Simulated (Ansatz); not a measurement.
Ga4As3P

```yaml
crystal:
  lattice:
    - [6.52164, 0.00000, -0.00013]
    - [0.00000, 3.95725, 0.00000]
    - [-0.00014, 0.00000, 6.84779]
  atoms:
    - { symbol: P, position: [0.99931, 0.00000, 0.33255] }
    - { symbol: As, position: [0.00139, 0.50000, 0.83379] }
    - { symbol: As, position: [0.49985, 0.50000, 0.16947] }
    - { symbol: As, position: [0.50182, 0.00000, 0.66426] }
    - { symbol: Ga, position: [0.36430, 0.00000, 0.33333] }
    - { symbol: Ga, position: [0.37726, 0.50000, 0.83360] }
    - { symbol: Ga, position: [0.87782, 0.50000, 0.17362] }
    - { symbol: Ga, position: [0.87825, 0.00000, 0.65940] }
```

Space group Pm; started from the ordered alloy on wurtzite lattice prototype, which need not be the ambient phase; computed pressure about 3 GPa in this cell.

Level of theory: DFT, PBE, plane waves, PAW (Ansatz 0.2.0).

Core electrons are frozen (PAW), and the valence fields are smoothed inside the atomic spheres.

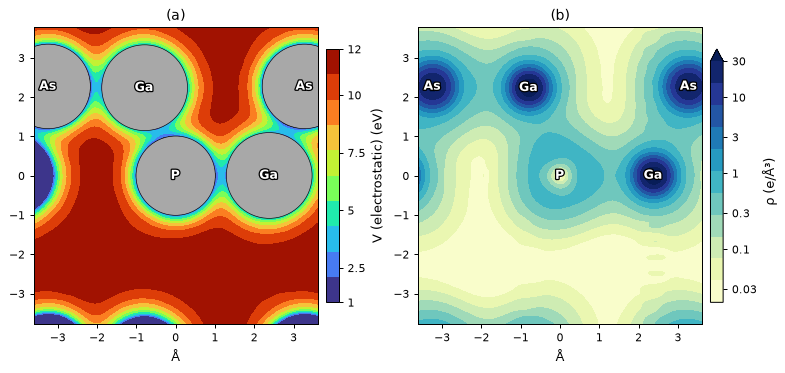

Figure 1. (a) electrostatic potential energy of an electron; (b) valence charge density (pseudo) on the (010) plane of the conventional cell. Grey discs cover the atomic cores in the potential map.

### Read the bonding off the picture.

The section cuts through P, As and Ga sites. Ga–P (2.37 Å): ρ at the midpoint is about 0.54 e/Å³. Ga–As (2.44 Å): ρ is about 0.51 e/Å³ halfway. Between the atoms the lowest density in this plane is 0.006 e/Å³. Outside the cores the potential energy rises away from the atoms and is highest about 2.3 Å from the nearest atoms; its zero is arbitrary.

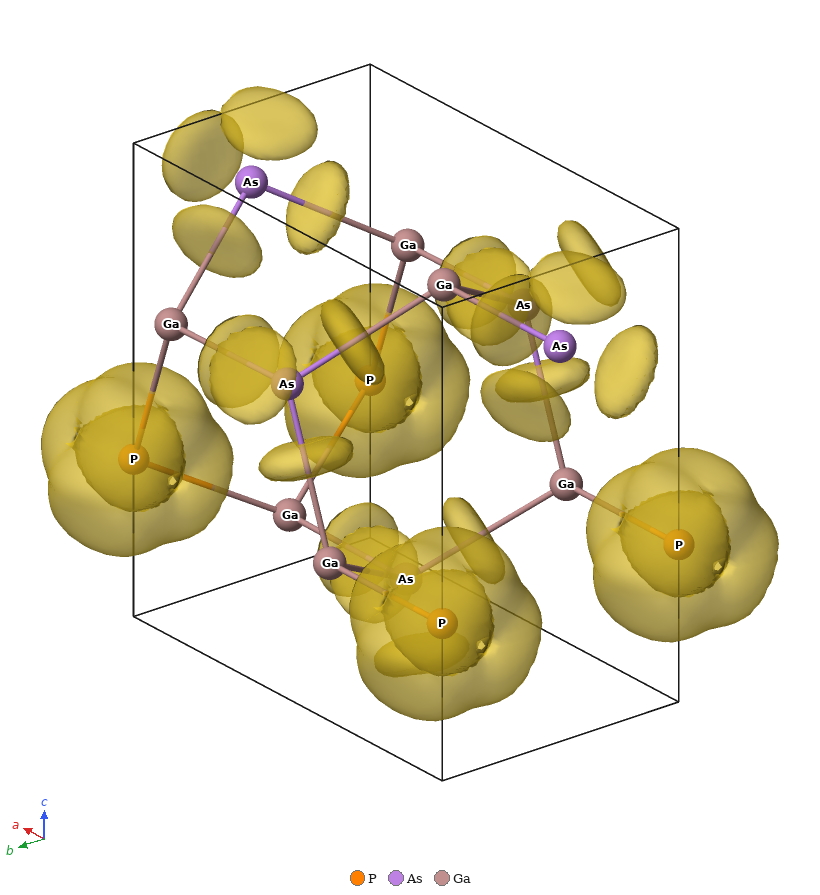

Figure 2. Isosurface of the ELF at 0.7 (yellow), seen at an oblique angle. Only the valence region is drawn (cores and ρ < 0.01 e/Å³ removed). Sticks mark near contacts.

### Where are the electrons localised?

The surface consists of twelve regions between bonded As–Ga atoms (shared pairs) and one region on P in which the atom's valence shell and bonds are merged, counted in one cell of 8 atoms. Regions shared between cells count once.


Ga–P (2.37 Å): the ELF peaks at about 0.90 between the atoms; a shared electron pair. Ga–As (2.43 Å): the ELF peaks at about 0.80 between the atoms; localised, covalent bonding.

### Metal or insulator at this level of theory?

It is gapped, with a Kohn–Sham gap of 0.73 eV on the k-point mesh, an upper bound to the gap of this method.
